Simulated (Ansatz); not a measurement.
## Ga: 6 runs along one coordinate

System: Ga (P2₁/m, 2 atoms in the cell).
Method: Kohn-Sham DFT of a periodic cell, PBE0, Ansatz PAW, no spin polarisation (Ansatz 0.2.0).

The 6 runs differ only in the geometry, by an even scaling of the cell at fixed fractional positions. The structure derives from a Materials Project entry.

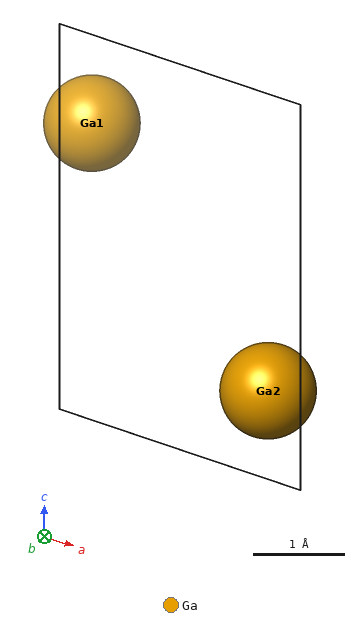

Figure 1. The structure of run 4 (ball-and-stick view of the cell of the calculation, along the b axis; atoms are numbered from 1 in the order of the input). An atom can appear more than once, as a periodic image.

## Input of run 4
```yaml
crystal:
  lattice:
    - [2.7968227674, 0.0, 0.0]
    - [0.0, 3.3033419319, 0.0]
    - [-1.3523282526, 0.0, 4.0166995966]
  atoms:
    - { symbol: Ga, position: [0.13459627, 0.75, 0.77016683] }
    - { symbol: Ga, position: [0.86540373, 0.25, 0.22983317] }
hamiltonian:
  xc: pbe0
  pseudopotentials: { kind: paw }
kpoints:
  mp_grid: { grid: [6, 6, 4] }
scf:
  occupations: { method: fermi_dirac, width: 0.05 }
output:
  forces: true
  stress: true
  eigenvalues: true
```

Lattice vectors (Å) and fractional positions of run 4:
```
   2.796823    0.000000    0.000000
   0.000000    3.303342    0.000000
  -1.352328    0.000000    4.016700
Ga  0.134596  0.750000  0.770167
Ga  0.865404  0.250000  0.229833
```

Run 5 differs from it as follows:
```diff
-    - [2.7968227674, 0.0, 0.0]
-    - [0.0, 3.3033419319, 0.0]
-    - [-1.3523282526, 0.0, 4.0166995966]
+    - [2.8149844631, 0.0, 0.0]
+    - [0.0, 3.3247928052, 0.0]
+    - [-1.3611098509, 0.0, 4.0427827924]
```

## Results, with one run withheld

```csv
run,volume per atom (Å³),"free energy per atom, from the lowest run given (meV)",pressure (GPa)
1,17.100,21.21,5.20
2,17.827,5.01,2.49
3,18.191,0.98,1.07
4,18.555,0.00,−0.19
5,18.919,?,?
6,19.283,6.73,−2.09
```

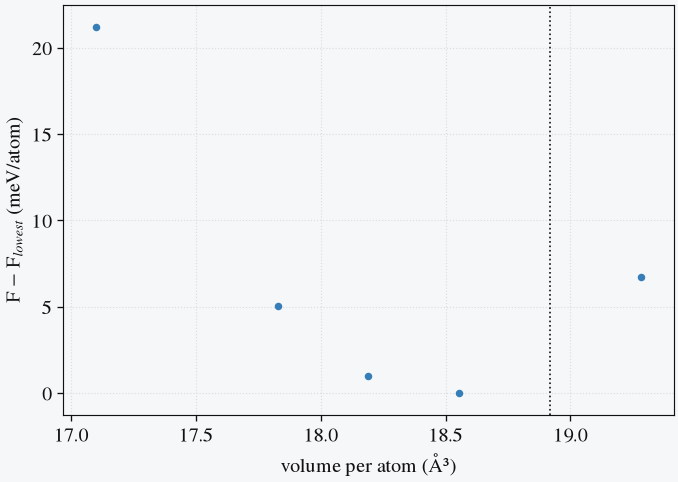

Figure 2. Free energy per atom of the runs given; the dotted line marks run 5.

Fit the runs given and predict run 5.

A cubic polynomial in V^(−2/3) (the Birch–Murnaghan form), fitted to the 5 runs given, misses them by at most 0.05 meV per atom. With x = V^(−2/3) − 0.14470 Å⁻², it reads F = 1.1935 + 1398.9 x + 3.7697e+05 x² − 8.1117e+06 x³ (meV per atom). At run 5 it gives 1.87 meV per atom, and the run itself gives 3.12. The slope of the fit gives a pressure −dF/dV of −1.49 GPa there, and the run prints −1.08 GPa. The two needn't agree exactly: the fit is approximate, and the printed stress is taken on a finite basis. The fit has its minimum at 18.503 Å³ per atom, where V d²F/dV² gives 66 GPa. Cell shape and fractional positions are held, so this is the stiffness under even scaling; the relaxed bulk modulus wasn't computed. The miss comes from the order of the polynomial or from scatter in that run; these data can't tell which.

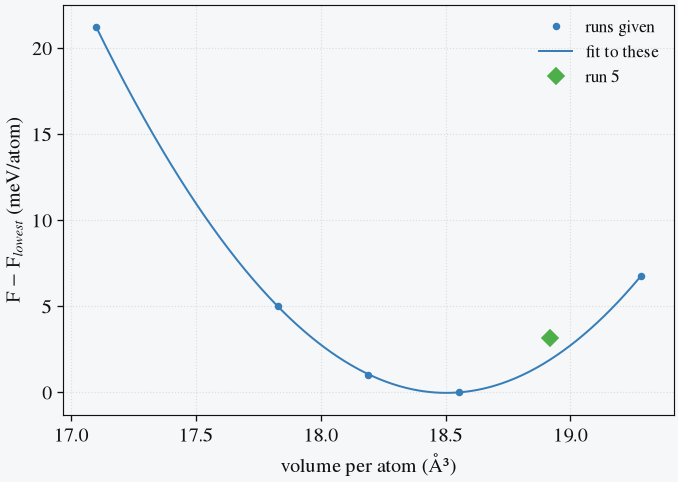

Figure 3. The fit and the withheld run.

## Output, shortened to warnings, some set-up lines, iterations and results (run 5)
```
Warning: output.stress: scf.convergence.dr2_threshold = 1e-7 eV (the SCF's general default) is looser than the 2e-10 eV advised for a printed stress (1e-10 eV for each atom of the cell: 2). What an SCF threshold leaves in a stress goes as its square root, and in the free energy as the threshold itself, and one threshold admits the most on a small cell: of the crystals measured, under no hybrid …
Warning: output.stress: scf.exx.energy_threshold = 1e-6 eV is looser than the 2e-8 eV advised for a stress under a hybrid functional (1e-8 eV for each atom of the cell: 2). Every SCF of the exchange loop can meet its threshold on dr2 while the loop round them stops early: no threshold on dr2 bounds what that leaves in the stress. Set scf.exx.energy_threshold to 2e-8 eV or tighter. The threshold …
Basis set: ecut = 420 eV, 739 PW (Γ), exchange–correlation on 40×48×60 points (8 copies of the dense FFT grid, shifted against one another)
Symmetry: 4 space group operations
k-points: 56 of 144
Initial density: superposition of atomic densities (neutral atoms: chi_scale 0, normalization atom), corrected by the library's trained network
[...]
SCF iter   1: F=—  HF=-7565.988367 eV  |F-HF|=—  |Δ(HF+E_count)|=         —  Δρ=1.23e-3  dr2=5.80e-4  ethr=1.77e-3  ⟨swp⟩=6.0  Hψ=3694  notcnv=0
SCF iter   2: F=—  HF=-7565.988567 eV  |F-HF|=—  |Δ(HF+E_count)|=   2.00e-4  Δρ=7.75e-4  dr2=2.66e-4  ethr=2.23e-6  ⟨swp⟩=4.0  Hψ=2408  notcnv=0
SCF iter   3: F=—  HF=-7565.988593 eV  |F-HF|=—  |Δ(HF+E_count)|=   2.62e-5  Δρ=2.77e-4  dr2=3.42e-5  ethr=1.02e-6  ⟨swp⟩=3.0  Hψ=1872  notcnv=0
SCF iter   4: F=—  HF=-7565.988570 eV  |F-HF|=—  |Δ(HF+E_count)|=   2.27e-5  Δρ=8.81e-5  dr2=2.21e-6  ethr=8.44e-9  ⟨swp⟩=2.1  Hψ=4230  notcnv=0
SCF iter   5: F=—  HF=-7565.988572 eV  |F-HF|=—  |Δ(HF+E_count)|=   1.45e-6  Δρ=2.71e-5  dr2=3.93e-7  ethr=8.44e-9  ⟨swp⟩=3.0  Hψ=1772  notcnv=0
[... 26 lines ...]
SCF iter  10: F=-7566.806394 eV  HF=-7566.806394 eV  |F-HF|=3.75e-10  |Δ(HF+E_count)|=   1.78e-9  Δρ=7.53e-7  dr2=5.08e-10  ethr=1.00e-12  ⟨swp⟩=4.1  Hψ=2558  notcnv=0
SCF 4 converged in 10 iterations: F = -7566.806394 eV  dr2 = 5.08e-10
SCF iter   1: F=—  HF=-7566.806394 eV  |F-HF|=—  |Δ(HF+E_count)|=         —  Δρ=1.14e-6  dr2=4.14e-10  ethr=1.52e-10  ⟨swp⟩=5.5  Hψ=2260  notcnv=0
SCF iter   2: F=-7566.806394 eV  HF=-7566.806394 eV  |F-HF|=3.82e-11  |Δ(HF+E_count)|=  3.57e-10  Δρ=5.79e-7  dr2=9.46e-11  ethr=1.35e-12  ⟨swp⟩=4.2  Hψ=2603  notcnv=0  …
SCF 5 converged in 2 iterations: F = -7566.806394 eV  dr2 = 9.46e-11
  Residual-converged pass: ⟨swp⟩=2.6  Hψ=1739  notcnv=0  max |occ|·‖R‖ = 2.5e-7 eV (tolerance 2.7e-7 eV)  dr2=9.62e-11  dr2_onsite=2.31e-11  max |Δocc| = 4.0e-15
hybrid outer 4: dexx = +4.407e-10 eV, tail = 2.41e-10 eV, Δε = 1.62e-4 eV (about 4.09e-5 eV left of the loop's levels), ΔF = 3.62e-4 eV/Å (tail 1.46e-4)
hybrid SCF converged: 4 outer / 23 inner (+8 warm-up), last move |dexx| = 4.41e-10 eV, tail = 2.41e-10 eV
Stability not checked: this state was not tested for a lower state beside it, because the functional holds exact exchange (a hybrid, or Hartree-Fock), whose exchange loop this test does not read (fock_operator; see scf.lower_state_search)
Free energy (F): -7566.806394 eV
Frozen-core exchange: fock
Harris-Foulkes:  -7566.806394 eV  (|F-HF|=3.82e-11)
Internal energy: -7566.804574 eV  (E = F + TS)
E sigma→0 (E₀):  -7566.805484 eV
Entropy (-TS):   -0.001821 eV (-0.910 meV/atom)
Fermi energy:    9.403416 eV
--- Per-component energies (eV) ---
  E_band       = -148.193056
  E_kinetic    = 227.934573
  E_local      = -3626.347438  (includes V_loc(G=0)·N_el)
  E_nonlocal   = 847.943326
  E_hartree    = 1708.772933
  E_xc         = -106.256190
  E_vxc        = -89.171298  (∫ρ·V_xc dr)
  E_exx        = -106.158774  (= α·E_x^exact, valence–valence)
  E_paw        = -3902.055903  (= ΣΔE_a)
  E_vpaw       = -713.780197  (= ΣTr[D̂ρ^β])
  E_aug_tail   = -0.000231  (compensation charges beyond the density's cutoff)
  E_ewald      = -2610.759579
  E_core_change = 0.122711  (= ΣΔE_core)
  E_smearing   = -0.001821  (= −TS)
  E_closure    = 0.000000  (closes the sum)
  Σ components = -7566.806394   (vs F -7566.806394, Δ=9.09e-13)
--- Forces (eV/Å), atoms counted from 1 ---
  atom   1  Ga    -0.02656527    -0.00000000    -0.02588351
  atom   2  Ga     0.02656527     0.00000000     0.02588351
  max |Σ_I F_I| component: 0.00e0 eV/Å
--- Stress (GPa, compression-positive) ---
        0.446012       0.000000       1.103992
        0.000000      -1.056293       0.000000
        1.103992       0.000000      -2.640967
  P = ⅓ Tr σ = -1.0837 GPa (-10.837 kbar)
```

Warnings of the run: the exchange loop's threshold is looser than advised for the stress; the SCF threshold is looser than advised for the printed stress.
